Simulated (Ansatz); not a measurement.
**WSe2: densities and their changes**

Space group P6_3/mmc; the calculation finds a residual pressure of about 4 GPa at this fixed cell.

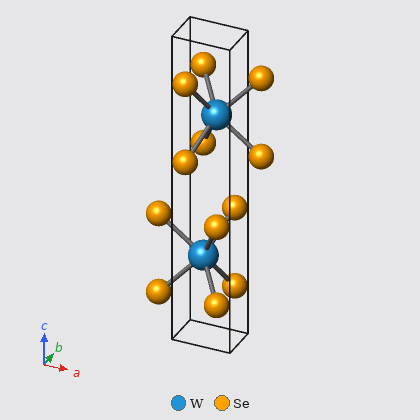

The conventional cell.

```yaml
crystal:
  lattice:
    - [3.29000, 0.00000, 0.00000]
    - [-1.64500, 2.84922, 0.00000]
    - [0.00000, 0.00000, 12.97000]
  atoms:
    - { symbol: W, position: [0.33333, 0.66667, 0.25000] }
    - { symbol: W, position: [0.66667, 0.33333, 0.75000] }
    - { symbol: Se, position: [0.33333, 0.66667, 0.62100] }
    - { symbol: Se, position: [0.66667, 0.33333, 0.12100] }
    - { symbol: Se, position: [0.33333, 0.66667, 0.87900] }
    - { symbol: Se, position: [0.66667, 0.33333, 0.37900] }
```

Method: DFT PBE, scalar-relativistic, plane waves, PAW (Ansatz 0.2.0).

Core electrons are frozen (PAW), so the maps are meaningful between the atoms, not at the nuclei.

### 1. Bonding charge

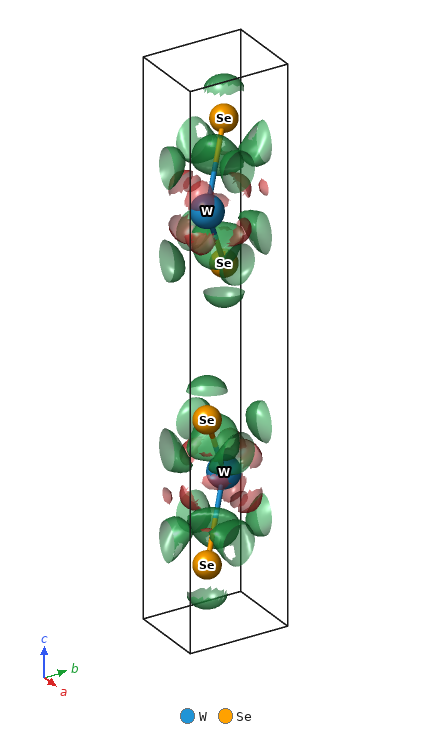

*Bonding charge density, ρ(crystal) − Σ ρ(neutral atoms): green surfaces at +0.05 and red ones at −0.05 e/Å³, in the conventional cell seen slightly off an axis (the regions close to the nuclei are left out). Cores are masked to 1.0 Å (W) and 0.8 Å (Se).*

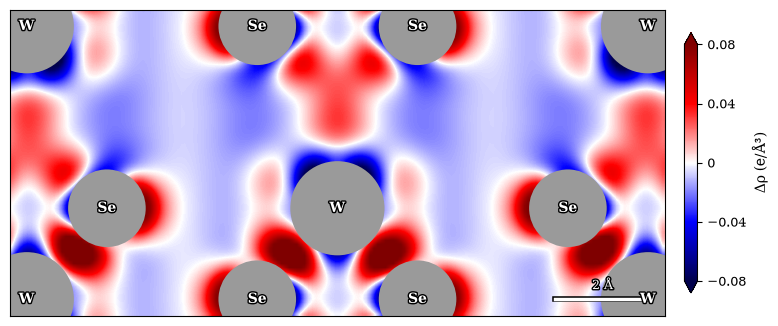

Also shown: a map on the (110) plane of the conventional cell, with grey discs over the atomic cores.

**Read the map: where is density gained and where lost?**

Se–W (2.53 Å): Δρ is +0.11 e/Å³ at the midpoint, with a peak of 0.12 e/Å³ 1.1 Å from Se: bond charge of a polar bond.
W–W (3.29 Å): Δρ is +0.02 e/Å³ at the midpoint (this contact isn't in the plane drawn).
Over the whole cell, outside the masked cores, the largest gain, 0.12 e/Å³, lies 1.2 Å from a selenium nucleus and 1.4 Å from a tungsten one, and the largest loss lies at the edge of the masked core of W.
In all about 0.21 e an atom is rearranged against the free atoms.
Bader charges: W +1.08 and Se −0.54 e.

### 2. One group of states

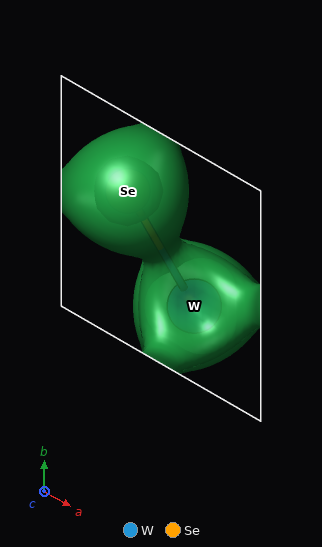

Density of the Kohn–Sham states from −4.8 to −2.4 eV about the valence-band maximum (the middle third of the upper valence band), scaled to one electron a cell: green surface at 0.015 1/Å³, in the conventional cell seen along the c axis.

**Describe these states.**

Löwdin projections on the PAW files' atomic orbitals give Se 4p (60 %) and W 5d (35 %).
In space (atomic cells sized by Bader volumes) the density divides as Se about 75 % and W about 25 %.

### 3. Moving an atom

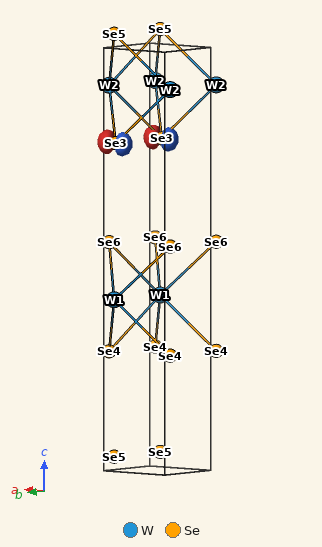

WSe2: one atom of the 6-atom cell (and its periodic copies) was moved a little. Density after less density before, blue at +1.5 and red at −1.5 e/Å³, seen at an oblique angle; cell a = 3.29 Å, b = 3.29 Å, c = 12.97 Å, α = 90.00°, β = 90.00°, γ = 120.00°. The lobes lie largely inside the PAW sphere, where the density is a smoothed one.

**Which atom moved, and which way?**

Se3 moved towards the blue lobe, to the right in the picture. In the run the shift was 0.05 Å roughly along [−2 −1 0] in the axes of the cell drawn.

**How much does the computed force on the atom change?**

The force on it changes by 0.46 eV/Å along the move, against it: a stiffness of about 9.2 eV/Å² for this sublattice shift.

### 4. Change of volume

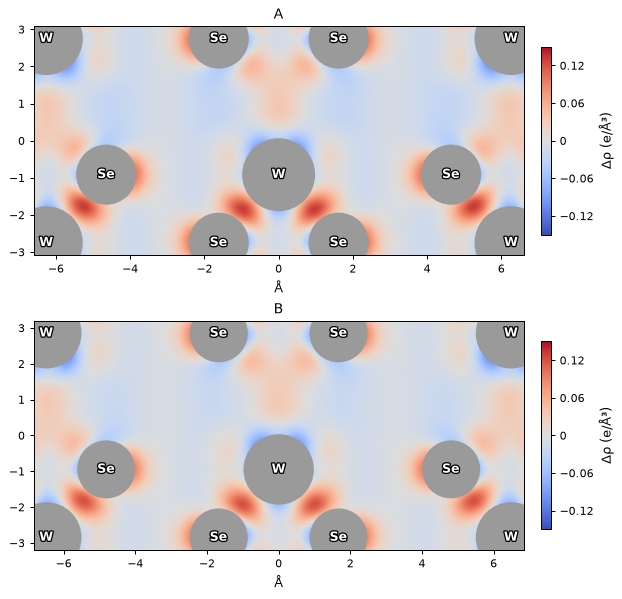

WSe2: deformation density on the (110) plane of the conventional cell at two volumes, with the same fractional coordinates and one colour scale. Grey discs cover the cores. Panel A has 90 % of the volume of panel B.

**What changes between the database cell and the scaled one?**

From B to A, Se–W goes from 2.53 to 2.44 Å, and Δρ at its midpoint from +0.11 to +0.12 e/Å³. The pressure is 4 GPa in B and 23 GPa in A. Bader charges in B: W +1.08 and Se −0.54 e; in A: W +1.06 and Se −0.53 e. The rearranged charge is 0.21 e an atom in B and 0.20 e in A. The scaled cell isn't relaxed: forces reach 2.2 eV/Å.

### 5. Putting it together

The two pressures give a mean stiffness −ΔP/Δln V of about 185 GPa over this range, with the atoms held at their fractional positions.

Run times: 31 s (base cell), 4.5 s (state densities), 47 s (moved atom) and 32 s (scaled cell), on 2 threads of Intel(R) Xeon(R) Platinum 8488C (Sapphire Rapids), with other jobs on the host.
